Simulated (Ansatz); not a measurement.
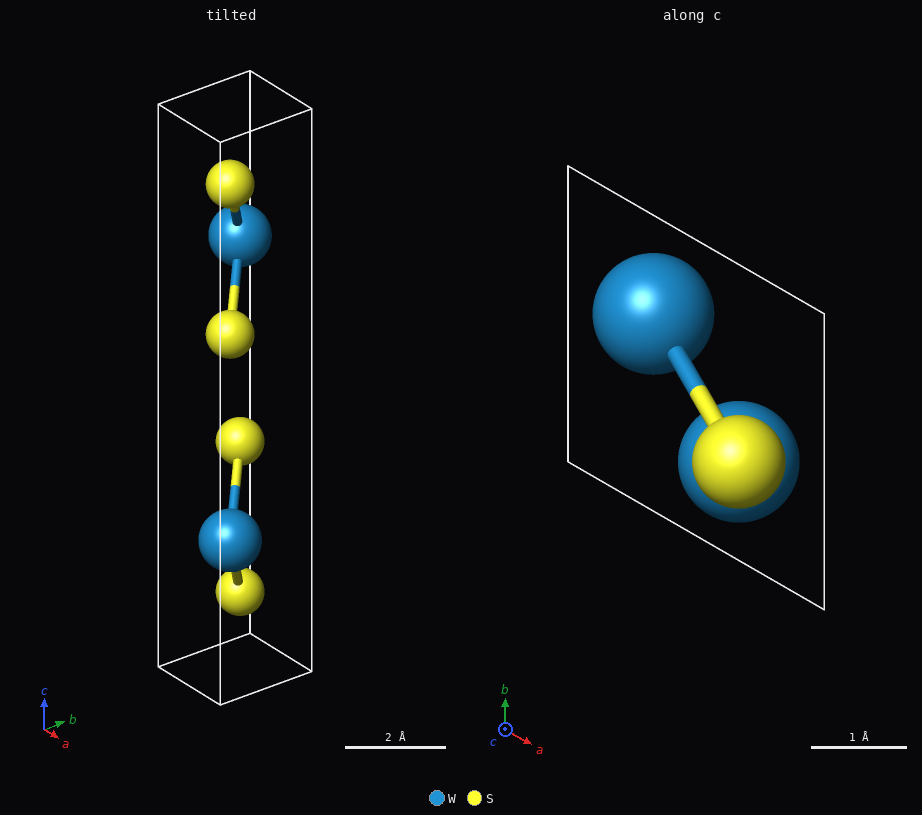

A ball-and-stick picture of a crystal structure, seen slightly off an axis and along the c axis. The parallelepiped is the unit cell. Cell: a = 3.11 Å, b = 3.11 Å, c = 11.78 Å, α = 90.00°, β = 90.00°, γ = 120.00°.

It goes back to a structure listed in the Materials Project. Earlier steps of the study may have refined or changed the cell and positions. It went into a calculation with Ansatz.

Question: Summary of the structure:

Answer: The compound is WS2. Within 0.01 Å the space group is P6_3/mmc (No. 194), primitive hexagonal: 2H molybdenite (MoS₂) type. In the cell are 2 W, 4 S, which makes 2 formula units. The neighbours of W are six S in a trigonal prismatic arrangement at about 2.4 Å. S is coordinated by three W in a trigonal pyramidal arrangement at about 2.4 Å. Not all metal-metal contacts are counted. The bonds build WS2 layers parallel to (001).

The numbers come from DFT PBEsol+D3(BJ), scalar-relativistic, plane waves, PAW (Ansatz 0.2.0), using a 420 eV plane-wave basis, k-mesh 12×12×4, Gaussian smearing of 0.02 eV, no spin polarisation.

Question: Classify it as metallic or gapped, with the value.

Answer: A semiconductor at this level, with a gap of 0.66 eV, indirect.

Question: What charge does Bader's analysis assign to each element?

Answer: W +1.31 e; S -0.65 e.

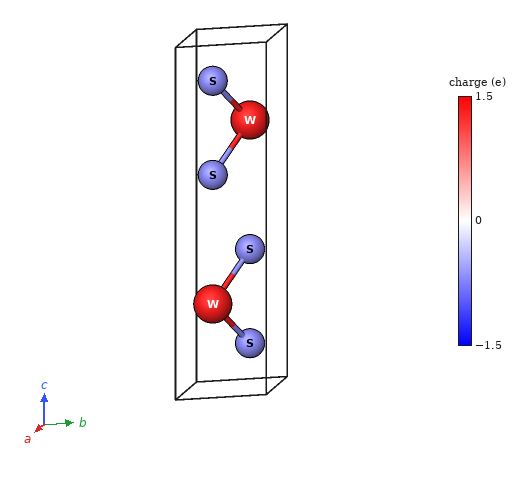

The atoms coloured by those charges. The run's cell of 6 atoms is drawn.

Question: Is the structure in equilibrium?

Answer: Yes. All forces vanish to within 0.01 eV/Å. The pressure is 0.0 GPa, close to zero.
